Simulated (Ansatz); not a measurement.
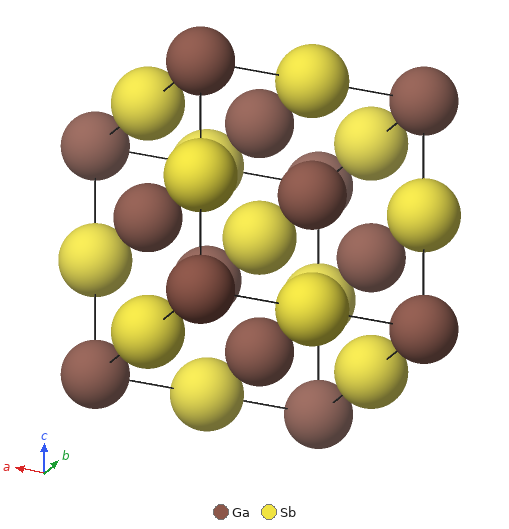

View from a general direction, drawn as a spheres-only model. Atoms at the boundary of the conventional unit cell (the box) are drawn once for each face, edge or corner they touch.

GaSb, space group Fm-3m (No. 225), a = 5.11 Å, b = 5.11 Å, c = 5.11 Å, α = 90.00°, β = 90.00°, γ = 90.00°.

Method used: DFT r2SCAN, scalar-relativistic, plane waves, PAW (Ansatz 0.2.0). It ran with a basis cut at 500 eV, k-points about 0.15 Å⁻¹ apart, Gaussian smearing of 0.1 eV, no spin polarisation.

Is the electronic structure metallic or gapped?

A metal: bands cross the Fermi level.

Under what pressure is the structure?

The computed pressure is 49.6 GPa (compressed: it would expand).

The initial geometry was a structure listed in the Materials Project, with elements exchanged, so it need not be a known form of the compound. The cell was then strained or its atoms displaced on purpose. Ansatz was used for an electronic-structure calculation on it.

At this level of theory the cell isn't at rest (compressed, at 50 GPa), so its distances can differ from those at equilibrium, the more so the softer the solid.
